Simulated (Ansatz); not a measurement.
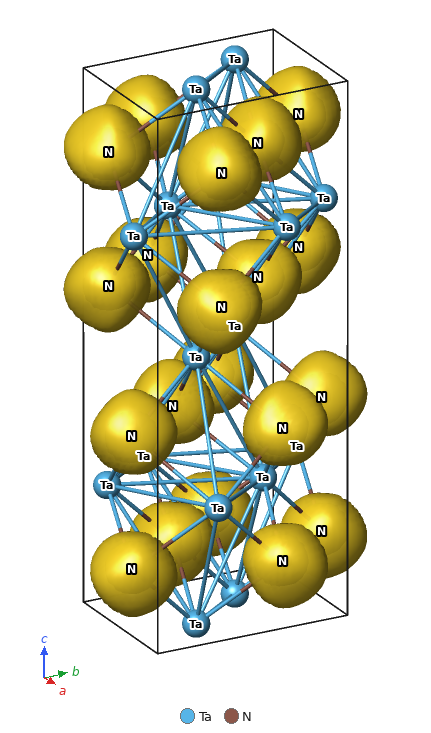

Figure 1: Ta5N6. Isosurface of the ELF at 0.75 (yellow), seen slightly off an axis. Only the valence region is drawn (cores and ρ < 0.01 e/Å³ removed). Sticks mark near contacts.

Space group P6₃/mcm; not relaxed (largest force 0.8 eV/Å).

Theory: DFT PBEsol, scalar-relativistic, plane waves, PAW (Ansatz 0.2.0).

Describe the localisation domains.

Answer. The surface consists of twelve regions wrapped around N (the valence shell of each), counted in one cell of 22 atoms. Regions shared between cells count once. Profiles from the grid: Ta–N (2.14 Å): the ELF peaks at about 0.80 in the valence shell of N, 0.6 Å from its nucleus, and is about 0.20 at the midpoint: no localised pair shows between them. Ta–Ta (2.87 Å): the ELF is about 0.30 at the midpoint.

Does the calculation make it a metal, or give it a gap?

Answer. It is gapless in this calculation (a metal or semimetal); semilocal functionals without U, or without the true magnetic order, often close the gap of such compounds.
